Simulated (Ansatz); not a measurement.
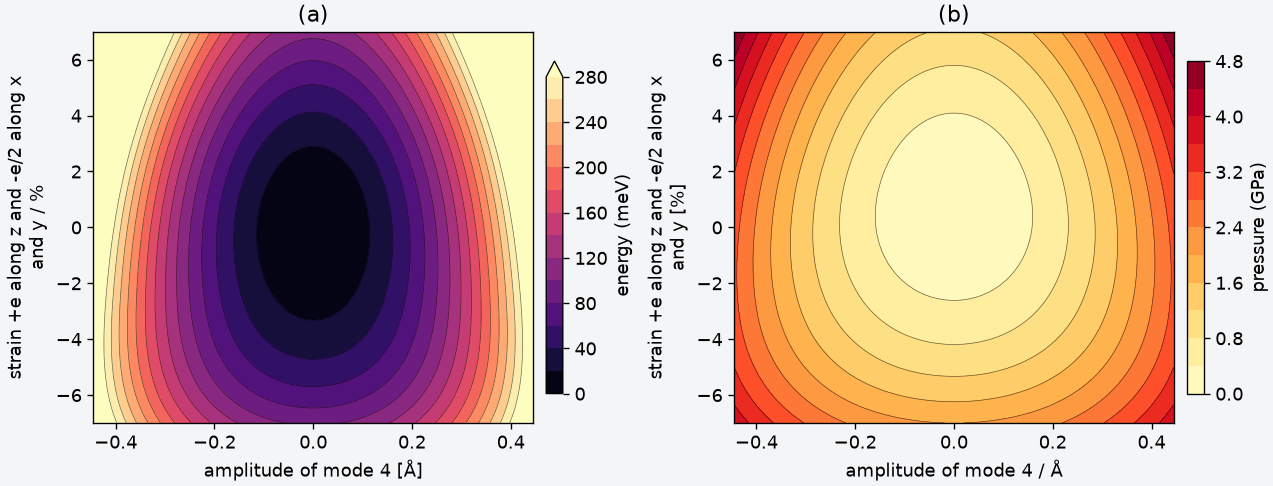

Al₂Cu (P4/mmm, No. 123; 3 atoms in the cell). The energy is mapped over a normal mode and a strain (zone-centre modes of the 3-atom cell of this scan) (x along [1 0 0], y along [0 1 0], z along [0 0 1] of the conventional cell). The first coordinate is: amplitude of mode 4 (149 cm⁻¹), largest displacement in the unstrained cell; the second: strain +e along z and -e/2 along x and y. Nothing is relaxed (the pattern is fixed in fractional coordinates). The scan uses a 7 × 7 grid; 28 points were computed and 21 follow by symmetry. Points are written as (first, second). All energies are given in meV per cell relative to the lowest grid point. The calculation used DFT PBEsol, scalar-relativistic, plane waves, PAW in Ansatz 0.2.0. Settings: cutoff 520 eV, k-mesh 10×10×14 in the order of the run's cell vectors, gaussian smearing 0.15 eV, no spin polarisation.

Panel (a) is the energy and panel (b) the computed pressure on the same grid.

The picture shows filled contours, one colour for all values above the top of the scale. Between grid points the surface is interpolated.

Q: How does the pressure vary over the map, and what is it at the lowest grid point?

A: It runs from 0.06 GPa at (0.000 Å, 0.00 %) to 4.77 GPa at (−0.445 Å, 7.00 %). At the lowest grid point, (0.000 Å, 0.00 %), it is 0.06 GPa.

PAW datasets: the set soft_1.
